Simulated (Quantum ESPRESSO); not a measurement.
# Energy of HfC along an even scaling of the cell

System: HfC (P6₃/mmc, 4 atoms in the cell).
Method: Kohn-Sham DFT of a periodic cell, PBEsol, GBRV 1.5 PBEsol, no spin polarisation (Quantum ESPRESSO 7.5).

The 7 runs differ only in the geometry, by an even scaling of the cell at fixed fractional positions. The structure derives from a Materials Project entry.

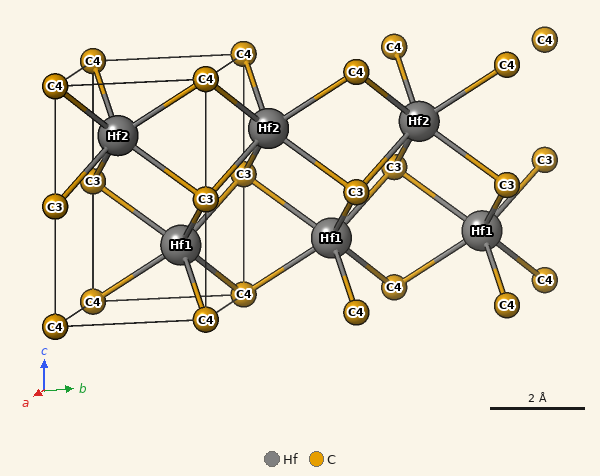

Figure 1. The structure of run 4 (ball-and-stick view of the cell of the calculation, repeated 1 × 3 × 1, seen slightly off an axis; atoms are numbered from 1 in the order of the input).

**Input file of run 4**
```
&CONTROL
  calculation = 'scf'
  prefix = 'pwscf'
  outdir = './tmp'
  pseudo_dir = './pseudo'
  tprnfor = .true.
  tstress = .true.
  disk_io = 'low'
/
&SYSTEM
  ibrav = 0
  celldm(1) = 8
  nat = 4
  ntyp = 2
  ecutwfc = 45
  ecutrho = 360
  nbnd = 24
  occupations = 'smearing'
  smearing = 'fd'
  degauss = 0.00367493
/
&ELECTRONS
  conv_thr = 8d-10
  electron_maxstep = 120
  mixing_beta = 0.5
/
ATOMIC_SPECIES
Hf   178.4900 hf_pbesol_v1.uspp.F.UPF
C     12.0110 c_pbesol_v1.2.uspp.F.UPF
CELL_PARAMETERS alat
  0.7896376639585   0.0000000000000   0.0000000000000
 -0.3948188319674   0.6838462767652   0.0000000000000
  0.0000000000000   0.0000000000000   1.2289630705945
ATOMIC_POSITIONS crystal
Hf     0.3333333333    0.6666666667    0.2500000000
Hf     0.6666666667    0.3333333333    0.7500000000
C      0.0000000000    0.0000000000    0.5000000000
C      0.0000000000    0.0000000000    0.0000000000
K_POINTS automatic
9 9 5 0 0 0
```

**File pp_density.in of run 4**
```
&INPUTPP
  prefix = 'pwscf'
  outdir = './tmp'
  filplot = 'density.dat'
  plot_num = 0
/
&PLOT
  nfile = 1
  filepp(1) = 'density.dat'
  iflag = 3
  output_format = 6
  fileout = 'density.cube'
/
```

**File pp_potential.in of run 4**
```
&INPUTPP
  prefix = 'pwscf'
  outdir = './tmp'
  filplot = 'potential.dat'
  plot_num = 11
/
&PLOT
  nfile = 1
  filepp(1) = 'potential.dat'
  iflag = 3
  output_format = 6
  fileout = 'potential.cube'
/
```

Command:
```bash
OMP_NUM_THREADS=1 mpirun -n 2 pw.x -nk 2 -in pw.in > pw.out
OMP_NUM_THREADS=1 mpirun -n 1 pp.x -in pp_density.in > pp_density.out
OMP_NUM_THREADS=1 mpirun -n 1 pp.x -in pp_potential.in > pp_potential.out
```

Lattice vectors (Å) and fractional positions of run 4:
```
   3.342866    0.000000    0.000000
  -1.671433    2.895007    0.000000
   0.000000    0.000000    5.202714
Hf  0.333333  0.666667  0.250000
Hf  0.666667  0.333333  0.750000
C   0.000000  0.000000  0.500000
C   0.000000  0.000000  0.000000
```

Run 5 has the same physical settings and fractional positions; its lattice vectors (Å) are:
```
   3.365005    0.000000    0.000000
  -1.682502    2.914180    0.000000
   0.000000    0.000000    5.237170
```

**Results, with one run withheld**

| run | volume per atom (Å³) | free energy per atom, from the lowest run given (meV) | pressure (GPa) |
| --- | --- | --- | --- |
| 1 | 11.832 | 9.59 | 8.40 |
| 2 | 12.084 | 0.50 | 2.64 |
| 3 | 12.336 | 0.00 | −2.55 |
| 4 | 12.587 | 7.29 | −7.22 |
| 5 | 12.839 | ? | ? |
| 6 | 13.091 | 42.06 | −15.22 |
| 7 | 13.343 | 68.24 | −18.63 |

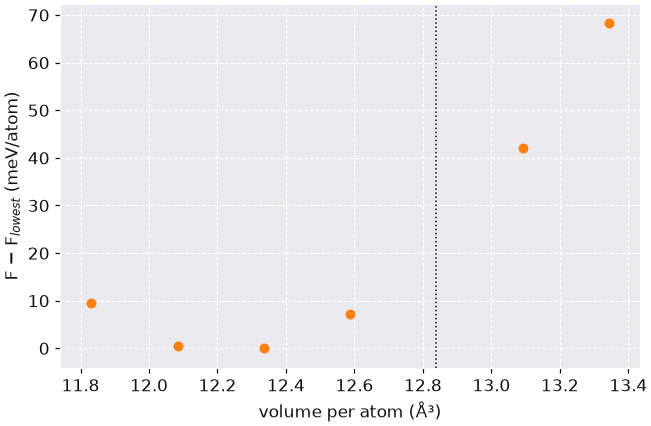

Figure 2. Free energy per atom of the runs given; the dotted line marks run 5.

What should run 5 give?

A cubic polynomial in V^(−2/3) (the Birch–Murnaghan form), fitted to the 6 runs given, misses them by at most 0.02 meV per atom. With x = V^(−2/3) − 0.18540 Å⁻², it reads F = 4.8729 − 3697.7 x + 6.0366e+05 x² + 3.0306e+05 x³ (meV per atom). At run 5 it gives 21.53 meV per atom, and the run itself gives 21.54. The slope of the fit gives a pressure −dF/dV of −11.13 GPa there, and the run prints −11.43 GPa. The two needn't agree exactly: the fit is approximate, and the printed stress is taken on a finite basis. The fit has its minimum at 12.223 Å³ per atom, where V d²F/dV² gives 251 GPa. Cell shape and fractional positions are held, so this is the stiffness under even scaling; the relaxed bulk modulus wasn't computed.

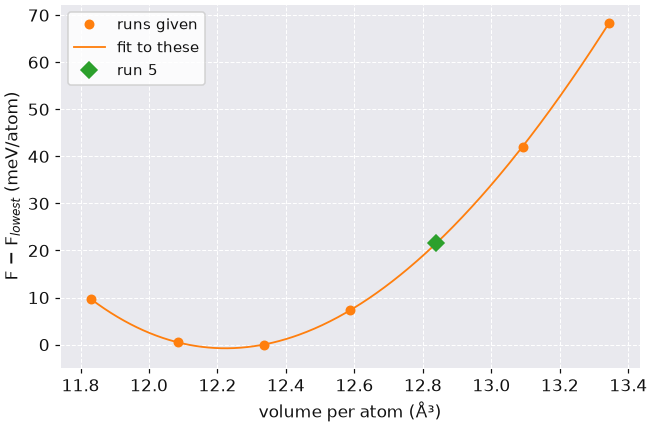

Figure 3. The fit and the withheld run.

**Some lines of the output (run 5)**
```
[...]
     total energy              =    -338.71167216 Ry
     total energy              =    -340.07825205 Ry
     total energy              =    -340.22868062 Ry
     total energy              =    -340.24565078 Ry
     total energy              =    -340.25338854 Ry
     total energy              =    -340.25447763 Ry
     total energy              =    -340.25449977 Ry
     total energy              =    -340.25450056 Ry
     total energy              =    -340.25450062 Ry
     the Fermi energy is    15.4571 ev
!    total energy              =    -340.25450062 Ry
     The total energy is F=E-TS. E is the sum of the following terms:
     Computing stress (Cartesian axis) and pressure
          total   stress  (Ry/bohr**3)                   (kbar)     P=     -114.32
```

Notes on the run: negative rho. Spin–orbit coupling is left out, which matters for Hf.
